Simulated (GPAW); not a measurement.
# How RbBr absorbs and reflects light, part 2 of 2

Wanted: where RbBr starts to absorb, how strongly, and its refractive index. The cell comes from an older database entry, whose edges can differ from later determinations, mostly by under a per cent.

GPAW 26.7.0; DFT, PBE, plane-wave PAW (GPAW data sets), scalar-relativistic, RPA, optical limit.

So far. Step 2 (Ground state): There is a gap, 4.37 eV on this mesh (points off the mesh can give less), so no carriers' term is needed.

The database entry behind the starting cell differs from later determinations by our own check (about 0.5 % short), so it need not match the best structure at ambient conditions.

**4. Dielectric function, RPA**

Transitions between filled and empty bands, summed over the zone, give the optical response, so mesh, band count and broadening shape it.

The induced potential is part of this response.

This step: DFT, PBE, plane-wave PAW (GPAW data sets), scalar-relativistic, RPA, optical limit (GPAW 26.7.0).

Input file df.py:

```python
from gpaw.response.df import DielectricFunction

df = DielectricFunction('full.gpw', frequencies={'type': 'nonlinear', 'domega0': 0.03, 'omega2': 8},
                        ecut=60,
                        eta=0.15,
                        nbands=47,
                        txt='df.txt')
for direction in ['x']:
    df.get_dielectric_function(xc='RPA', direction=direction, filename=f'df_{direction}.csv')
```

Command:

```console
OMP_NUM_THREADS=1 python df.py
```

Numbers of over 12 decimals in the logs are rounded to 6 here.

Output:

```text
Using integrator: PointIntegrator
NonLinearFrequencyDescriptor(from 0.000 to 59.990 eV, 488 points)
Nonperiodic BCs:  [False False False]
Using integrator: PointIntegrator
NonLinearFrequencyDescriptor(from 0.000 to 59.990 eV, 488 points)
Nonperiodic BCs:  [False False False]

Calculating chi0 body with:
    Ground state adapter containing:
    Number of spins: 1
    Number of kpoints: 729
    Number of irreducible kpoints: 35
    Number of completely occupied states: 8
    Number of partially occupied states: 8

    Linear response parametrization:
    q_c: [0.0, 0.0, 0.0]
    Number of frequency points: 488
    Planewave cutoff: 60.0
    Number of bands: 47
    Number of planewaves: 65
    Broadening (eta): 0.15

Integrating chi0 body.

Symmetries of q_c:
    Direct symmetries (Uq -> q): 48
    Indirect symmetries (TUq -> q): 0
In total 48 allowed symmetries.

35 groups of equivalent kpoints. 95.198903% reduction.

Integral kind: spectral function

Calculating chi0 optical extensions with:
    Ground state adapter containing:
    Number of spins: 1
    Number of kpoints: 729
    Number of irreducible kpoints: 35
    Number of completely occupied states: 8
    Number of partially occupied states: 8

    Linear response parametrization:
    Number of frequency points: 488
    Planewave cutoff: 60.0
    Number of bands: 47
    Number of planewaves: 65
    Broadening (eta): 0.15
Integrating chi0 head and wings.

Symmetries of q_c:
    Direct symmetries (Uq -> q): 48
    Indirect symmetries (TUq -> q): 0
In total 48 allowed symmetries.

35 groups of equivalent kpoints. 95.198903% reduction.

Integral kind: spectral function wings
```

Run time: 8.3 s. Hardware: 1 thread of Arm Neoverse V2, shared host; peak memory 0.3 GiB.

Read-outs, printed or worked out from the files:

```
electronic dielectric constant ε∞, mean over x, y and z (by symmetry where fewer were run) : 2.352
main peak of Im epsilon, first axis                                                        : 7.252 eV
```

Some rows of df_x.csv (energy; Re and Im without local fields; Re and Im with them):

```text
0.000000, 2.811436, 0.000000, 2.351802, 0.000000
0.555532, 2.819198, 0.004226, 2.357265, 0.002975
1.143969, 2.845045, 0.009079, 2.375466, 0.006395
1.768324, 2.895018, 0.015223, 2.410694, 0.010742
2.431988, 2.980428, 0.024044, 2.471066, 0.017033
3.138794, 3.125400, 0.039302, 2.574216, 0.028128
3.893091, 3.399556, 0.079521, 2.773260, 0.059053
4.699832, 3.903300, 0.588764, 3.135749, 0.490781
5.564682, 4.045896, 1.000058, 3.059876, 0.767825
6.494155, 4.064907, 2.419877, 3.115925, 1.451825
7.495775, 1.945270, 2.745701, 1.748732, 2.071468
8.578281, 2.878974, 2.457347, 2.162597, 1.218412
9.751884, 0.076740, 3.286336, 1.549427, 2.593005
11.028587, 0.391350, 0.946476, 0.355850, 1.188170
12.422601, 1.130113, 1.040478, 0.914385, 0.739914
13.950874, 2.170004, 1.118450, 1.309797, 0.383727
15.633783, 0.441687, 1.581936, 1.445533, 1.320854
17.496047, 0.927573, 2.169362, 0.923234, 0.896917
19.567954, 0.126712, 1.669555, 0.925549, 0.752400
```

The Im ε, E ∥ x has structure finer than the step of the table below, so its rows give means over 1 eV, whole bins alone (the curve runs from 0 to 21.9 eV). Peaks (eV: height): 7.3: 2.82, 9.8: 2.70, 15.9: 1.51, 21.3: 0.978.

Values under the direct gap are tails of Lorentzian lines. Table of Im ε, E ∥ x by photon energy; means over each step:

```
photon energy (eV)  Im ε, E ∥ x
                 1      0.00558
                 2       0.0129
                 3       0.0262
                 4       0.0921
                 5        0.541
                 6         1.13
                 7         2.15
                 8         1.50
                 9         1.85
                10         2.35
                11         1.27
                12        0.804
                13        0.582
                14        0.456
                15        0.966
                16         1.32
                17        0.900
                18        0.947
                19        0.742
                20        0.804
                21        0.788
```

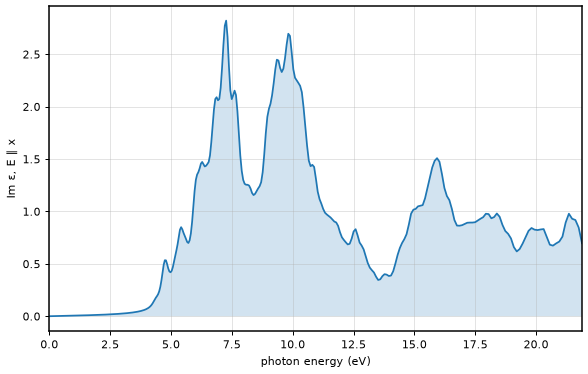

Im ε, E ∥ x, plotted against photon energy.

The Re ε, E ∥ x by photon energy:

```
photon energy (eV)  Re ε, E ∥ x
                 0         2.35
                 2         2.43
                 4         2.82
                 6         3.42
                 8         1.57
                10        0.828
                12        0.672
                14         1.35
                16        0.964
                18        0.856
                20        0.805
```

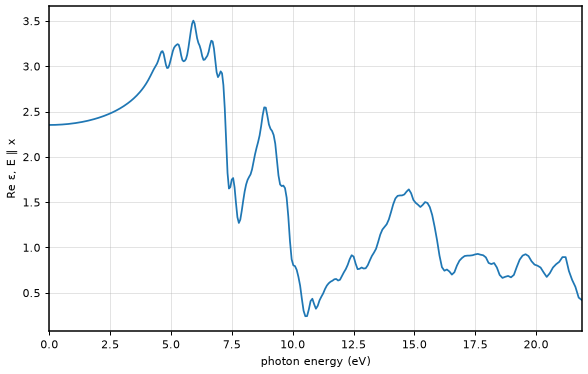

Re ε, E ∥ x, plotted against photon energy.

The Im ε, E ∥ x has structure finer than the step of the table below, so its rows give means over 1 eV, whole bins alone (the curve runs from 0 to 21.9 eV). Peaks (eV: height): without local fields 7.2: 3.98, 9.3: 3.97, 14.5: 2.21, 17.6: 2.18, 19.6: 1.67; with local fields 7.3: 2.82, 9.8: 2.70, 15.9: 1.51, 21.3: 0.978.

Values under the direct gap are tails of Lorentzian lines. The Im ε, E ∥ x by photon energy; means over each step:

```
photon energy (eV)  without local fields  with local fields
                 1               0.00792            0.00558
                 2                0.0182             0.0129
                 3                0.0366             0.0262
                 4                 0.119             0.0921
                 5                 0.674              0.541
                 6                  1.73               1.13
                 7                  3.25               2.15
                 8                  2.18               1.50
                 9                  3.43               1.85
                10                  2.50               2.35
                11                  1.04               1.27
                12                 0.947              0.804
                13                 0.741              0.582
                14                  1.37              0.456
                15                  1.95              0.966
                16                  1.31               1.32
                17                  1.51              0.900
                18                  1.91              0.947
                19                  1.25              0.742
                20                  1.12              0.804
                21                 0.702              0.788
```

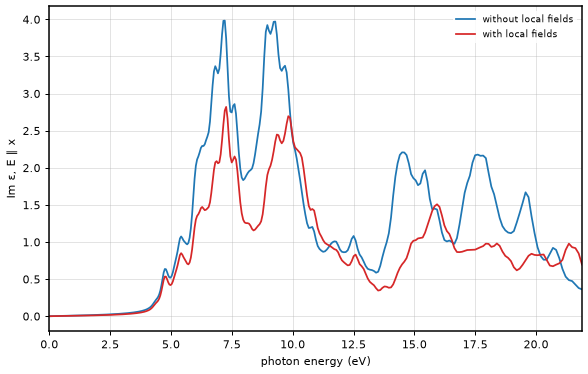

Im ε, E ∥ x against photon energy.

The reflectivity at normal incidence, E ∥ x has structure finer than the step of the table below, so its rows give means over 1 eV, whole bins alone (the curve runs from 0 to 21.9 eV). Peaks (eV: height): 7.3: 14.8, 10.4: 16.7, 16.0: 8.61, 21.8: 7.75.

Table of reflectivity at normal incidence, E ∥ x by photon energy; means over each step:

```
photon energy (eV)  reflectivity at normal incidence, E ∥ x (%)
                 1                                         4.52
                 2                                         4.78
                 3                                         5.30
                 4                                         6.50
                 5                                         8.10
                 6                                         9.68
                 7                                         12.3
                 8                                         7.65
                 9                                         10.0
                10                                         14.9
                11                                         11.0
                12                                         4.69
                13                                         2.48
                14                                         1.55
                15                                         4.24
                16                                         7.32
                17                                         4.58
                18                                         4.90
                19                                         4.08
                20                                         4.09
                21                                         4.07
```

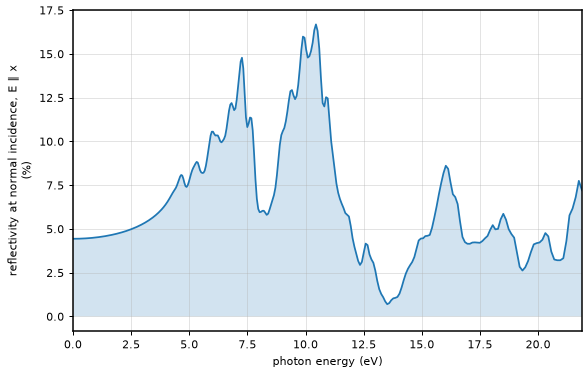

Reflectivity at normal incidence, E ∥ x against photon energy.

The loss function −Im 1/ε at q → 0, E ∥ x has structure finer than the step of the table below, so its rows give means over 2 eV, whole bins alone (the curve runs from 0 to 21.9 eV). Peaks (eV: height): 7.8: 0.378, 11.3: 0.793, 16.6: 0.670, 19.0: 0.742, 20.4: 0.736.

Values under the direct gap are tails of Lorentzian lines. Table of loss function −Im 1/ε at q → 0, E ∥ x by energy loss; means over each step:

```
energy loss (eV)  loss function −Im 1/ε at q → 0, E ∥ x
               2                                0.00224
               4                                 0.0177
               6                                 0.0981
               8                                  0.249
              10                                  0.401
              12                                  0.691
              14                                  0.287
              16                                  0.476
              18                                  0.608
              20                                  0.622
```

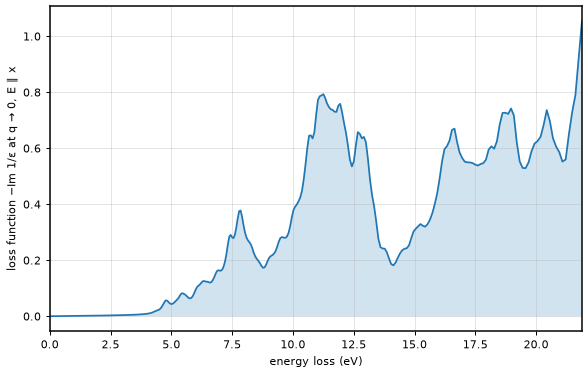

Loss function −Im 1/ε at q → 0, E ∥ x against energy loss.

Optical constants at common wavelengths, from n + ik = √ε:

```
wavelength (nm)     n      k  R (%)     1/α
           1550  1.54  0.001    4.5   87 µm
           1064  1.54  0.002    4.5   40 µm
            800  1.55  0.003    4.6   22 µm
            633  1.56  0.004    4.7   13 µm
            532  1.57  0.005    4.9  8.4 µm
            248  1.76  0.121    7.8  164 nm
            193  1.80  0.398   10.0   39 nm
```

Below the direct gap, k and the depth come from the tails of the Lorentzian lines, not from transitions.

Rows near the edge hang on the gap, which this functional as a rule makes too small, and phonon-assisted absorption is left out.

**5. What came out**

| Property | Result |
| --- | --- |
| electronic dielectric constant ε∞, mean over x, y and z (by symmetry where fewer were run) (RPA) | 2.35 |
| main peak of Im epsilon, first axis | 7.25 eV |

In words: At this level (PBE, RPA) RbBr has ε∞ = 2.35 and n = 1.54 at 1550 nm, and Im ε peaks at 7.3 eV. On the mesh the gap is 4.37 eV and the least direct gap 4.37 eV. Local fields change the static value along x from 2.81 to 2.35 (-16 %). Distinct maxima of Im ε, read by a parabola through the highest points, lie at 7.25 eV (2.8), 9.38 eV (2.5), 9.84 eV (2.7) and 15.92 eV (1.5). Excitons and phonon-assisted transitions are missing; PBE gaps are as a rule too small, which pulls the onset down and ε∞ up. The sum runs over mesh points, so small or evenly spaced maxima can still be ripples of the mesh.

[Machine, clock and banner lines and Python warnings are left out of the logs.]

[Logs are printed without paths, hosts, clocks, repeated set-up lines and the standing remarks that a program may print on its own settings, such as how far it seeks lower states.]

[Hosts, paths, dates, database ids (printed as entryN), source tags and the programs' standing remarks are cut or masked in the printed files.]
